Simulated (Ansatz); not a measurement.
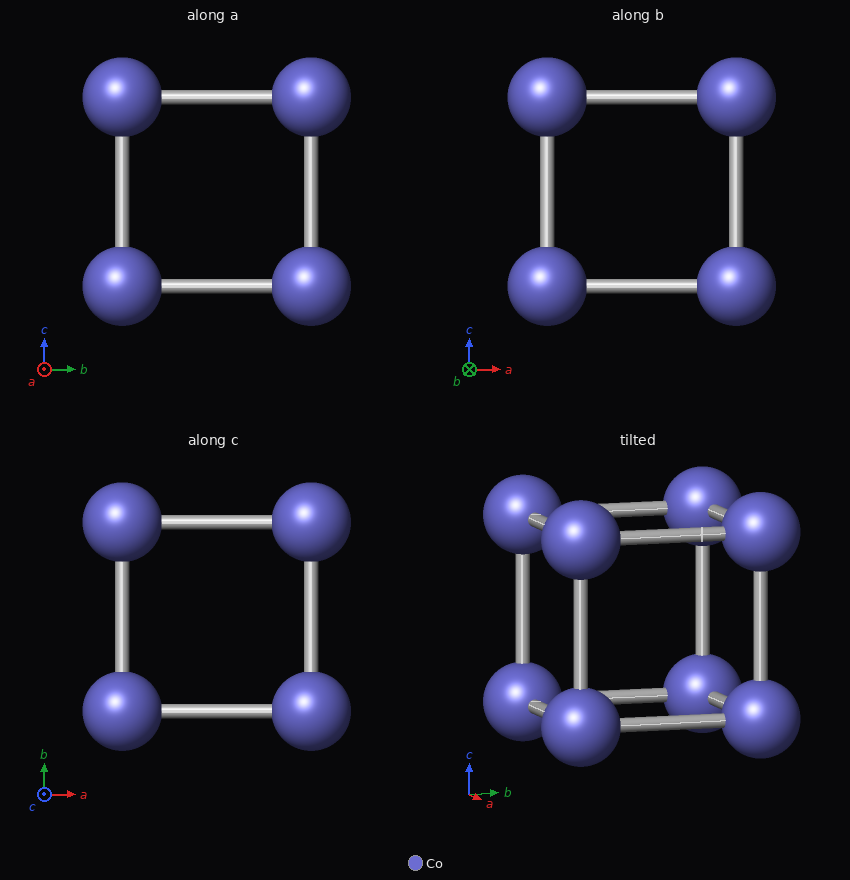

View along the a axis, along the b axis, along the c axis and slightly off an axis, drawn as a ball-and-stick model. The conventional unit cell is outlined; an atom on or near a face, edge or corner is repeated at each equivalent position.

Lattice parameters: a = 2.2066 Å, b = 2.2066 Å, c = 2.2066 Å, α = 90.000°, β = 90.000°, γ = 90.000°.

Give the atomic positions as a CIF in P1 with every atom of the cell.

```cif
data_structure
_symmetry_space_group_name_H-M 'P 1'
_symmetry_Int_Tables_number 1
_cell_length_a 2.2066
_cell_length_b 2.2066
_cell_length_c 2.2066
_cell_angle_alpha 90.000
_cell_angle_beta 90.000
_cell_angle_gamma 90.000
_cell_volume 10.74
loop_
_atom_site_label
_atom_site_type_symbol
_atom_site_fract_x
_atom_site_fract_y
_atom_site_fract_z
_atom_site_occupancy
Co1 Co 0.0000 0.0000 0.0000 1
```

The model was built from a structure type filled with this element by a generator (whether the element takes this form wasn't checked). Earlier steps of the study may have refined or changed the cell and positions. It was run through Ansatz as a DFT input.

At this level of theory the cell isn't at rest (compressed, at 40 GPa), so its distances can differ from those at equilibrium, the more so the softer the solid.
